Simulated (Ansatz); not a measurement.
A series of calculations on Si₁₂₈C₁₂₇

Part 1: Relaxation

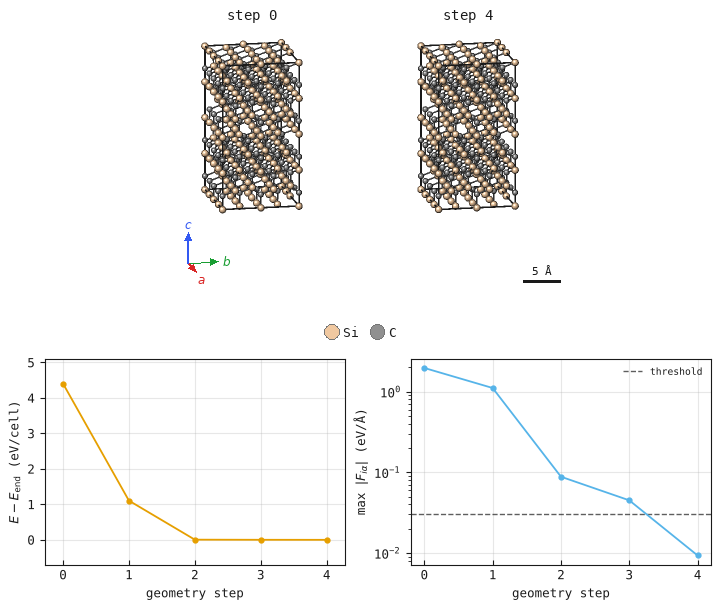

First and last geometry of a relaxation of a defect cell of composition Si₁₂₈C₁₂₇ (cell charge +2), with the history of the run. The picture is a ball-and-stick view of the cell of the calculation, seen slightly off an axis.

Theory: Ansatz 0.2.0, DFT, PBEsol, PAW, plane waves. Set-up: plane-wave cutoff 420 eV; k-point mesh 1 × 1 × 1; mesh shifted by (0.25, 0.25, 0.25); collinear spin; atoms relaxed in a fixed cell; force threshold 0.03 eV/Å; at most 80 steps.

What do the curves and the structures tell?

Answer. It converged. The energy falls by 4.404 eV per cell of the calculation in 4 geometry steps. Largest force component: 2 eV/Å at the start, 0.0093 eV/Å at the end. The largest move is that of a Si atom, 0.13 Å along [−1 1 −3]. Largest moves by element: Si 0.13 Å, C 0.07 Å. The cell stays as it was. Some distances before and after: C–Si 1.820 → 1.920 Å, C–Si 1.805 → 1.886 Å, C–Si 1.956 → 1.879 Å, C–Si 1.918 → 1.852 Å. Among the angles between lasting bonds that change: Si–C–Si 111.0° → 104.9°, Si–C–Si 110.4° → 104.9°, Si–C–Si 111.1° → 106.0°. The program noted that the starting moments weren't kept.

Limits of the set-up: the cell is charged, on a uniform background, and energies carry no finite-size correction.

Part 2: Relaxation

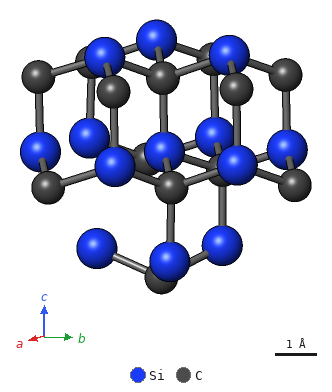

Starting structure of a defect cell of composition Si$_{128}$C$_{127}$ (cell charge −2). Style: ball-and-stick. Shown: the atoms within 4.2 Å of the atom that moves most (axes of the cell of the calculation (origin shifted)), slightly off an axis.

Computed with DFT, PBEsol, PAW, plane waves (Ansatz 0.2.0).

(plane-wave cutoff 420 eV; k-point mesh 1 × 1 × 1; mesh shifted by (0.25, 0.25, 0.25); collinear spin; atoms relaxed in a fixed cell; force threshold 0.03 eV/Å; at most 80 steps)

```xyz
255
Lattice="12.3123 0.0000 0.0000 0.0000 10.6627 0.0000 0.0000 0.0000 20.1519" Properties=species:S:1:pos:R:3 pbc="T T T"
Si   12.2962   10.6564    5.0503
Si    0.0146   10.6515   15.1121
Si    3.0954   10.6503    5.0199
Si    3.0497   10.6373   15.1415
Si    1.5414    2.6806    5.0299
Si    1.5330    2.6589   15.1135
Si   12.2931    5.3342    5.0365
Si   12.2913    5.3056   15.1302
Si    6.1203   10.6482    5.0291
Si    6.1552   10.6377   15.1250
Si    4.5758    2.6686    4.9996
Si    4.5949    2.6885   15.1095
Si    3.0950    5.3647    5.0247
Si    3.0793    5.3372   15.1092
Si    1.5220    7.9721    5.0567
Si    1.5210    8.0004   15.1337
Si    9.2340    0.0098    5.0240
Si    9.2382    0.0013   15.0945
Si    7.6774    2.6521    5.0188
Si    7.7178    2.6370   15.1217
Si    6.1644    5.3239    5.0598
Si    6.2131    5.3281   15.0656
Si    4.5730    7.9688    5.0169
Si    4.6003    8.0091   15.1017
Si   10.7871    2.6361    5.0424
Si   10.8033    2.6468   15.1229
Si    9.2326    5.2968    5.0611
Si    9.2258    5.3435   15.1215
Si    7.6903    8.0156    5.0440
Si    7.6764    8.0033   15.0830
Si   10.7735    7.9702    5.0100
Si   10.7694    7.9836   15.1336
Si   12.2783    1.7750    2.5208
Si   12.2989    1.7794   12.5920
Si    3.0703    1.7975    2.5229
Si    3.0517    1.7978   12.5829
Si    1.5075    4.4479    2.4941
Si    1.5207    4.4299   12.5805
Si    0.0041    7.1250    2.5265
Si   12.2843    7.1334   12.5720
Si    6.1280    1.7708    2.4960
Si    6.1425    1.8016   12.6133
Si    4.6132    4.4301    2.5246
Si    4.5908    4.4501   12.6131
Si    3.0329    7.1095    2.5142
Si    3.0776    7.0904   12.6190
Si    1.5276    9.7908    2.5288
Si    1.5172    9.7570   12.5850
Si    9.2210    1.7723    2.5245
Si    9.2111    1.7878   12.5865
Si    7.6907    4.4513    2.5278
Si    7.6578    4.4005   12.5687
Si    6.1569    7.1268    2.5267
Si    6.1302    7.0962   12.5749
Si    4.6266    9.7691    2.5038
Si    4.5983    9.7427   12.5876
Si   10.7825    4.4543    2.5217
Si   10.7573    4.4009   12.6277
Si    9.2320    7.1285    2.5033
Si    9.1993    7.1246   12.6358
Si    7.6901    9.7535    2.5142
Si    7.6847    9.7655   12.5985
Si   10.7712    9.7861    2.5304
Si   10.7736    9.8031   12.5894
Si    1.5287    0.8689    7.5632
Si    1.5473    0.8904   17.6122
Si    0.0286    3.5669    7.5369
Si   12.2976    3.5500   17.6308
Si    4.6194    0.8956    7.5398
Si    4.5976    0.8818   17.6302
Si    3.0768    3.5434    7.5502
Si    3.0822    3.6063   17.6454
Si    1.5359    6.2237    7.5831
Si    1.5027    6.2203   17.6625
Si   12.3119    8.8919    7.5857
Si    0.0052    8.9175   17.6237
Si    7.6904    0.8236    7.5718
Si    7.6690    0.8529   17.6576
Si    6.1742    3.5341    7.5533
Si    6.1438    3.5854   17.6080
Si    4.6230    6.2416    7.5837
Si    4.6194    6.2492   17.6165
Si    3.0644    8.8826    7.5683
Si    3.1052    8.9003   17.6099
Si   10.7795    0.9058    7.5566
Si   10.7666    0.9092   17.6235
Si    9.2228    3.5571    7.5600
Si    9.2287    3.5567   17.6645
Si    7.6686    6.1651    7.5632
Si    7.7050    6.2110   17.6374
Si    6.1437    8.8694    7.5539
Si    6.1143    8.9000   17.6368
Si   10.7585    6.2337    7.6074
Si   10.7590    6.2191   17.6277
Si    9.2614    8.9075    7.5808
Si    9.2384    8.8763   17.6265
Si    0.0153   10.6534   10.0918
Si   12.2851   10.6566   20.1159
Si    3.0981    0.0009   10.1125
Si    3.1039   10.6488   20.1493
Si    1.5545    2.6383   10.0376
Si    1.5278    2.6510    0.0011
Si    0.0141    5.3373   10.0508
Si    0.0023    5.3493   20.1493
Si    6.1362    0.0209   10.0638
Si    6.1509   10.6354    0.0157
Si    4.6404    2.6563   10.0709
Si    4.5755    2.6620    0.0077
Si    3.0633    5.3703   10.0468
Si    3.0975    5.3484   20.1264
Si    1.5271    8.0256   10.1065
Si    1.5312    8.0117   20.1330
Si    9.2664    0.0003   10.0723
Si    9.2151    0.0439   20.1504
Si    7.6669    2.6658   10.1117
Si    7.7082    2.6903    0.0115
Si    6.1122    5.3352   10.0655
Si    6.1120    5.3018    0.0110
Si    4.6517    8.0124   10.0833
Si    4.6105    7.9981    0.0027
Si   10.7832    2.6133   10.0649
Si   10.7462    2.6854   20.1404
Si    9.2394    5.3765   10.0947
Si    9.2734    5.3369   20.1274
Si    7.6782    7.9942   10.0815
Si    7.7047    7.9636    0.0235
Si   10.7483    8.0181   10.0565
Si   10.7683    7.9530    0.0089
C    12.3097   10.6515    1.8833
C     0.0112   10.6149   11.9516
C     3.0902    0.0394    1.9094
C     3.1042    0.0307   11.9570
C     1.5428    2.6847    1.8597
C     1.5416    2.6382   11.9932
C    12.3094    5.3162    1.8619
C    12.3107    5.3483   11.9589
C     6.1624   10.6595    1.8999
C     6.1522    0.0090   11.9693
C     4.6187    2.6757    1.8806
C     4.5986    2.7073   11.9648
C     3.0633    5.3678    1.8360
C     3.0775    5.3237   11.9927
C     1.5509    7.9699    1.8444
C     1.5402    8.0424   11.9659
C     9.2166   10.6453    1.8760
C     9.2100    0.0137   12.0010
C     7.7472    2.6595    1.8645
C     7.7151    2.6316   11.9856
C     6.1233    5.3291    1.8990
C     6.1515    5.3109   11.9095
C     4.6381    7.9679    1.8983
C     4.6366    7.9597   11.9423
C    10.7798    2.6585    1.8577
C    10.7893    2.6583   11.9729
C     9.2278    5.3500    1.8915
C     9.2607    5.3445   11.9651
C     7.6543    8.0288    1.8792
C     7.7122    7.9887   11.9812
C    10.7722    7.9735    1.8960
C    10.7895    8.0141   11.9635
C     0.0033    0.0050    6.9273
C    12.3089    0.0054   17.0017
C     3.0598   10.6627    6.9423
C     3.0484    0.0044   16.9802
C     1.5549    2.6574    6.9163
C     1.5453    2.6684   16.9786
C    12.2838    5.3613    6.9728
C     0.0332    5.3263   17.0244
C     6.1578    0.0230    6.9035
C     6.1195   10.6514   16.9727
C     4.6234    2.6556    6.9282
C     4.6438    2.6755   17.0050
C     3.0503    5.3237    6.9588
C     3.0664    5.2866   16.9875
C     1.5273    8.0333    6.8725
C     1.5431    7.9734   17.0111
C     9.2306   10.6590    6.9199
C     9.1934   10.6426   16.9835
C     7.6949    2.6284    6.9439
C     7.6606    2.6651   17.0052
C     6.1746    5.2803    6.9301
C     6.1428    5.3219   17.0216
C     4.6074    7.9895    6.8912
C     4.5558    8.0044   16.9907
C    10.7865    2.6458    6.9380
C    10.7704    2.6576   17.0052
C     9.2486    5.3329    6.9089
C     9.2125    5.3275   17.0614
C     7.6839    8.0054    6.9422
C     7.6755    8.0330   16.9780
C    10.7936    7.9896    6.9013
C    10.7636    8.0075   16.9962
C     0.0203    1.7574    4.4115
C     0.0343    1.8029   14.4627
C     3.0924    1.7954    4.4324
C     3.0823    1.7763   14.4848
C     1.5362    4.4354    4.3542
C     1.5520    4.4480   14.4765
C     0.0292    7.1055    4.3994
C    12.2898    7.0933   14.5027
C     6.1461    1.7792    4.4389
C     6.1530    1.7897   14.4753
C     4.5975    4.4311    4.4768
C     4.6112    4.4236   14.4756
C     3.0749    7.1101    4.4262
C     3.0825    7.1046   14.4799
C     1.5697    9.7625    4.4354
C     1.5170    9.7807   14.4655
C     9.2333    1.8085    4.4101
C     9.2371    1.7736   14.4819
C     7.6794    4.4254    4.4145
C     7.7216    4.4538   14.4502
C     6.1615    7.1404    4.4019
C     6.1416    7.1396   14.4701
C     4.6000    9.7977    4.4165
C     4.6330    9.7475   14.4700
C    10.7797    4.4450    4.3912
C    10.7983    4.4413   14.4816
C     9.2027    7.1067    4.3994
C     9.2088    7.0920   14.4570
C     7.7038    9.8082    4.3843
C     7.6959    9.7776   14.4960
C    10.7505    9.7785    4.4025
C    10.7786    9.7789   14.4675
C     1.5047    0.8787    9.4531
C     1.5218    0.8599   19.5147
C     0.0000    3.5454    9.4517
C     0.0208    3.5995   19.5013
C     4.6354    0.9162    9.4383
C     4.6173    0.8788   19.5152
C     3.0903    3.5423    9.3909
C     3.0943    3.5569   19.5109
C     1.5509    6.1985    9.4474
C     1.5249    6.2187   19.5626
C     0.0678    8.9061    9.4451
C    12.3106    8.8936   19.5147
C     7.6966    0.8595    9.4665
C     7.7083    0.8640   19.5426
C     6.1417    3.5470   19.5351
C     4.6190    6.2514    9.4683
C     4.6257    6.2087   19.5319
C     3.0404    8.8634    9.5031
C     3.0840    8.9209   19.5192
C    10.7456    0.8837    9.4640
C    10.7716    0.8748   19.5272
C     9.2262    3.5609    9.4630
C     9.2065    3.5669   19.5416
C     7.6889    6.2207    9.4175
C     7.6566    6.2210   19.5395
C     6.1306    8.8697    9.4275
C     6.1626    8.8889   19.5122
C    10.7579    6.2520    9.4489
C    10.7739    6.2349   19.5166
C     9.1892    8.8736    9.4706
C     9.2479    8.8628   19.5288
```

**Where does the relaxation end?**

After 5 geometry steps the energy has fallen by 4.474 eV per cell of the calculation. The largest force component goes from 2 to 0.023 eV/Å. The atom that moves furthest is Si117 (0.23 Å roughly along −b). Largest moves by element: Si 0.23 Å, C 0.09 Å. The cell doesn't change. Some distances before and after: Si115–Si117 3.089 → 2.722 Å, Si107–Si117 3.057 → 2.710 Å, Si107–Si115 3.027 → 2.710 Å, Si117–C240 1.851 → 1.960 Å. Among the angles between lasting bonds that change: C240–Si117–C248 109.0° → 101.3°, Si117–C248–Si125 108.0° → 114.7°, Si52–C150–Si117 112.0° → 105.6°. The run took 19 s on 1 × NVIDIA GB200 with 8 threads of Arm Neoverse-V2, peak memory 2.8 GiB.

After the run, drawn alike:

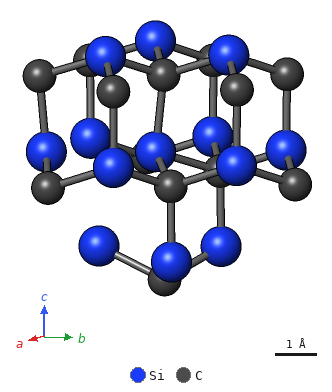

Limits of the set-up: the cell is charged, on a uniform background, and energies carry no finite-size correction.

Part 3: Defect

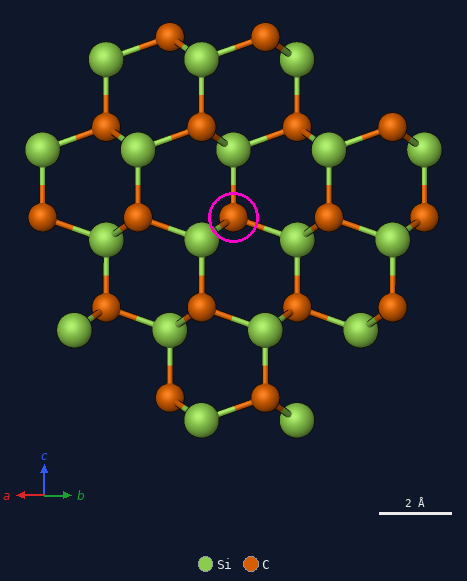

Perfect SiC. Style: ball-and-stick. Shown: the atoms within 6.0 Å of one point, in a slice 5.0 Å thick across the line of sight, along [110].

Method: DFT, PBEsol, PAW, plane waves (Ansatz 0.2.0). Set-up: plane-wave cutoff 420 eV; k-point mesh 1 × 1 × 1; mesh shifted by (0.25, 0.25, 0.25); collinear spin. Fermi-Dirac smearing of 0.01 eV. A uniform background neutralises the charged cell. The axes drawn are those of the host's conventional cell.

A carbon atom is taken out (a vacancy) at the ringed place, in charge state −2. The supercell has 256 sites, and the atoms are relaxed at the host's cell.

Question: Predict the relaxed surroundings of the defect.

Answer: Around the empty C site the host had 4 Si at 1.88 to 1.89 Å; after relaxation the nearest atoms are 4 Si at 1.68 to 1.83 Å. Of the host's atoms, a silicon atom moves furthest from its site, by 0.22 Å. The cell's net moment is 2.00 μB.

The relaxed defect, seen from the same direction:

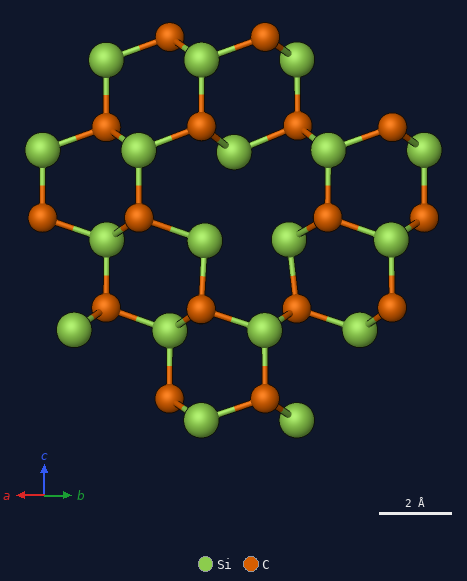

Limits of the set-up: the cell is charged, on a uniform background, and energies carry no finite-size correction.
